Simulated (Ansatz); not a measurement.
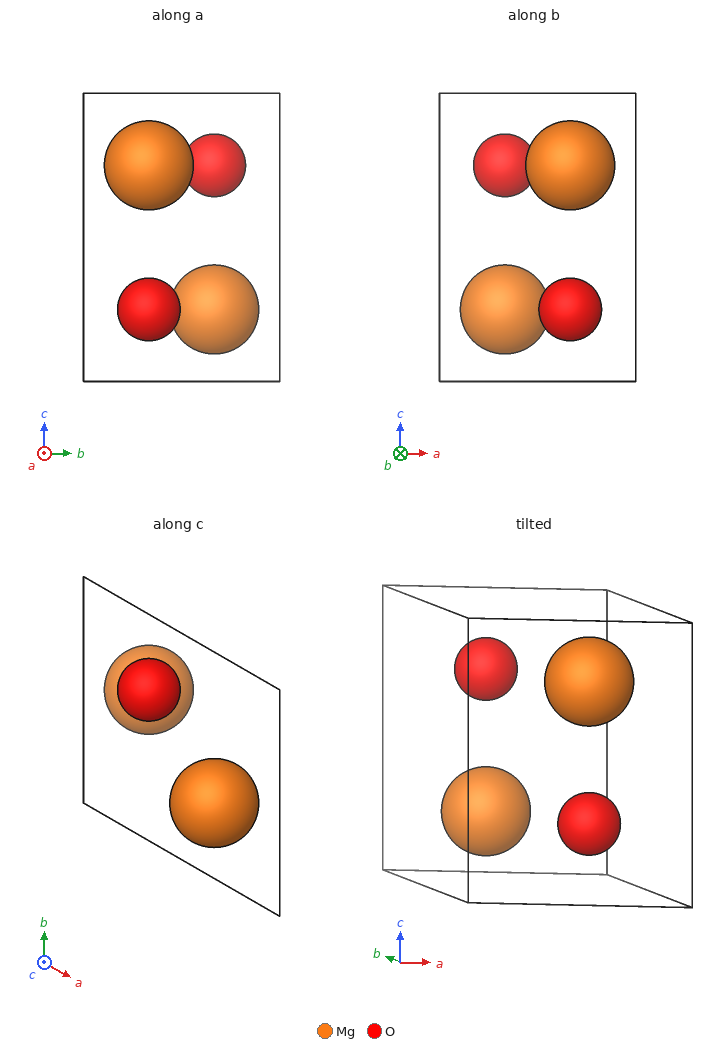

This spheres-only model is shown along the a axis, along the b axis, along the c axis and slightly off an axis. One conventional unit cell is framed, with atoms on its boundary repeated.

Lattice parameters: a = 3.289 Å, b = 3.289 Å, c = 4.185 Å, α = 90.00°, β = 90.00°, γ = 120.00°. Put a along x and b in the xy plane.

Question: Turn the picture into a POSCAR file.

Answer:
```
Mg O
1.0
     3.289    0.000    0.000
    -1.644    2.848    0.000
     0.000    0.000    4.185
Mg O
2 2
Direct
  0.3333 0.6667 0.2500
  0.6667 0.3333 0.7500
  0.6667 0.3333 0.2500
  0.3333 0.6667 0.7500
```

The structure comes from a structure type filled with these elements by a generator (whether the compound takes this form wasn't checked). The cell was then strained or its atoms displaced on purpose. A calculation with Ansatz used it as input.

At this level of theory the cell isn't at rest (compressed, at 21 GPa), so its distances can differ from those at equilibrium, the more so the softer the solid.
